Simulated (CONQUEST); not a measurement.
## Single-point calculation, with input and output: Ta

Ta (Immm, 2 atoms in the cell), computed with Kohn-Sham DFT of a periodic cell, LDA-VWN, PseudoDojo NC LDA, no spin polarisation (CONQUEST 1.3).

The structure derives from an entry of the Crystallography Open Database. It belongs to a series of runs on one base structure; here: edges of the box strained at random at fixed volume.

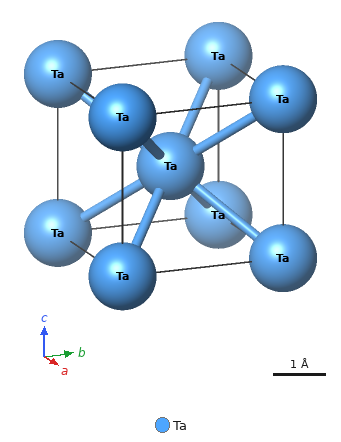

**Figure 1.** The structure (ball-and-stick view of the cell of the calculation, seen slightly off an axis).

## Input
```
IO.Title Ta
IO.Coordinates coords.dat
IO.FractionalAtomicCoords T
IO.Iprint 2
IO.Iprint_init 1
General.NumberOfSpecies 1
General.PseudopotentialType hamann
General.FunctionalType -1007
General.DifferentFunctional T
AtomMove.TypeOfRun static
AtomMove.FullStress T
Grid.GridCutoff 120
DM.SolutionMethod diagon
Diag.MPMesh T
Diag.GammaCentred T
Diag.MPMeshX 7
Diag.MPMeshY 7
Diag.MPMeshZ 7
Diag.kT 0.00367493
minE.SCTolerance 1e-6
SC.MaxIters 100
IO.AtomChargeOutput T
IO.DumpChargeDensity T
IO.DumpTotPot T
%block ChemicalSpeciesLabel
1 180.950 Ta
%endblock
```

Command:
```bash
Conquest
```

## Output
```
Simulation cell dimensions:     6.2650 a0 x     6.3823 a0 x     6.0793 a0

      Atomic coordinates (a0)
         Atom         X         Y         Z  Species
            1    0.0000    0.0000    0.0000        1
            2    3.1325    3.1911    3.0396        1

         Monkhorst-Pack mesh:   7 x   7 x   7 gamma-centred
        This calculation includes non-local pseudopotentials,
         with a maximum core radius of      7.69991177

    Job title: Ta
    Job to be run: static calculation

    Ground state search:
      Support functions represented with PAO basis
      1:1 PAO to SF mapping
      Non-spin-polarised electrons
      Solving for the K matrix using diagonalisation
      Using Fermi-Dirac smearing

    Integration grid size:     32 x   32 x   32

    Integration grid spacing:  0.196 a0 x 0.199 a0 x 0.190 a0

    Number of species:  1
    --------------------------------------------------------
    |   #  mass (au)  Charge (e)  SF Rad (a0)  NSF  Label  |
    --------------------------------------------------------
    |   1    180.950      13.000        7.978   13  Ta     |
    --------------------------------------------------------
          SCF tolerance:                 0.00000100
          SCF iterations:               100

    LibXC version:  6. 2. 2
    Using the LDA functional Slater exchange
    Using the LDA functional Vosko, Wilk & Nusair (VWN5)

           radial cut-off to be used is taken to be max PAO cut-off radius for this species:    7.699912

           greatest ang. mom. for making density from PAOs:  2
    Minimum blocs/proc is      512. Maximum blocs/proc is      512
    set_atom_dens: In set_atomic_density, electrons :      26.000000000000
 matrix_size & matrix_size_padH =           26          26

    Screened ion int: energy:     -89.740477054861 Ha

    new_SC_potl: Starting.  Tolerance:  0.10000E-05

    PulayMixSC: Starting Pulay mixing, A_up =  0.500 A_dn =  0.500
    PulayMixSC: Spin non-polarised calculation.
          Harris-Foulkes Energy            :      -130.315271063576091 Ha
          GroundState Energy (E-(1/2)TS)   :      -130.316565915831376 Ha
          Free Energy (E-TS)               :      -130.317860768086661 Ha
          DFT Total Energy                 :      -130.304540926721756 Ha
          Total number of electrons        :        25.999999999999851
    PulayMixSC: Pulay iteration     1 residual:              0.21195E-02
          Harris-Foulkes Energy            :      -130.307915419421022 Ha
          GroundState Energy (E-(1/2)TS)   :      -130.309312148969468 Ha
          Free Energy (E-TS)               :      -130.310708878517914 Ha
          DFT Total Energy                 :      -130.306688228789653 Ha
          Total number of electrons        :        26.000020036555277
    PulayMixSC: Pulay iteration     2 residual:              0.87465E-03
          Harris-Foulkes Energy            :      -130.306866567161791 Ha
          GroundState Energy (E-(1/2)TS)   :      -130.308326700486390 Ha
          Free Energy (E-TS)               :      -130.309786833810989 Ha
          DFT Total Energy                 :      -130.306856976727772 Ha
          Total number of electrons        :        26.000036971767656
    PulayMixSC: Pulay iteration     3 residual:              0.16976E-03
          Harris-Foulkes Energy            :      -130.306867047507808 Ha
          GroundState Energy (E-(1/2)TS)   :      -130.308323012625976 Ha
          Free Energy (E-TS)               :      -130.309778977744173 Ha
          DFT Total Energy                 :      -130.306867023311014 Ha
          Total number of electrons        :        26.000041667536507
    PulayMixSC: Pulay iteration     4 residual:              0.37339E-05
          Harris-Foulkes Energy            :      -130.306866856463387 Ha
          GroundState Energy (E-(1/2)TS)   :      -130.308323068796199 Ha
          Free Energy (E-TS)               :      -130.309779281129011 Ha
          DFT Total Energy                 :      -130.306866855336324 Ha
          Total number of electrons        :        26.000040999578502
    PulayMixSC: Pulay iteration     5 residual:              0.11382E-05
          Harris-Foulkes Energy            :      -130.306866593552257 Ha
          GroundState Energy (E-(1/2)TS)   :      -130.308322750167378 Ha
          Free Energy (E-TS)               :      -130.309778906782498 Ha
          DFT Total Energy                 :      -130.306866593540576 Ha
          Total number of electrons        :        26.000041472531304
    PulayMixSC: Pulay iteration     6 residual:              0.10791E-06
    PulayMixSC: Reached SCF tolerance of  0.10791E-06 after      6 iterations
      | Number of electrons      =        26.000041
      |* band energy as 2Tr[K.H] =       -32.284224987447864 Ha
      |  screened ion-ion energy =       -89.740477054860861 Ha
      |  Ha correction           =         0.670458672792742 Ha
      |  XC correction           =        -8.952623038574655 Ha
      | GS Energy as E-(1/2)TS   =      -130.308322750167378 Ha
      | Free Energy as E-TS      =      -130.309778906782498 Ha
      |* Harris-Foulkes energy   =      -130.306866593552257 Ha
      |* DFT total energy        =      -130.306866593540576 Ha
      |  estimated accuracy      =        -0.000000000011681 Ha

    force: Forces on atoms (Ha/a0)
    force:  Atom   X              Y              Z
    force:     1  -0.0000000000   0.0000000000  -0.0000000000
    force:     2  -0.0000000000  -0.0000000000  -0.0000000000

    force: Maximum force :        0.00000000(Ha/a0) on atom         1 in z direction
    force: Force Residual:        0.00000000 Ha/a0
    force: Total stress:          6.98804810     0.00000000     0.00000000 GPa
                             0.00000000     9.42709662     0.00000000
                             0.00000000     0.00000000     3.20360578
    force: Average pressure:     -6.53958350 GPa

    force: Finished force
    get_E_and_F: Change in energy during last step of electronic optimisation:  0.26291E-06

    BIBLIOGRAPHY: Please consider citing the following references in the conquest.bib file

    CONQUEST:         Bowler2002pt, Miyazaki2004, Nakata2020
    Basis:            Bowler2019
    DM:               Bowler:2006xr
    Pseudopotentials: Hamann2013, Bowler2019
    XC references from LibXC:
      P. A. M. Dirac.,  Math. Proc. Cambridge Philos. Soc. 26, 376 (1930)

    Warnings written to file Conquest_warnings; please check
```

## File coords.dat
```
    6.2649939032     0.0000000000     0.0000000000
    0.0000000000     6.3822627476     0.0000000000
    0.0000000000     0.0000000000     6.0792980758
2
  0.0000000000   0.0000000000   0.0000000000 1 T T T
  0.5000000000   0.5000000000   0.5000000000 1 T T T
```

## Summary

- outcome: converged
- space group (tolerance 0.01 Å): Immm (71)
- electrons treated: 26
- free energy: −3545.9097 eV
- Fermi energy: −7.184 eV
- gap on the k-point mesh: none (metallic)
- pressure: −6.54 GPa
- largest force (length of the vector): under 0.001 eV/Å
- hardware: 1 thread of Intel Xeon (Sapphire Rapids), 16 GiB of memory available, shared host
- wall time: 22 s
- peak memory: 0.32 GiB

## Notes

Further notes kept with the run: read_and_write: Functional in input file differs to pseudopotential but proceeding: -1007 -1012. Points of doubt noted for this run: small atomic basis. Spin–orbit coupling is left out, which matters for Ta.
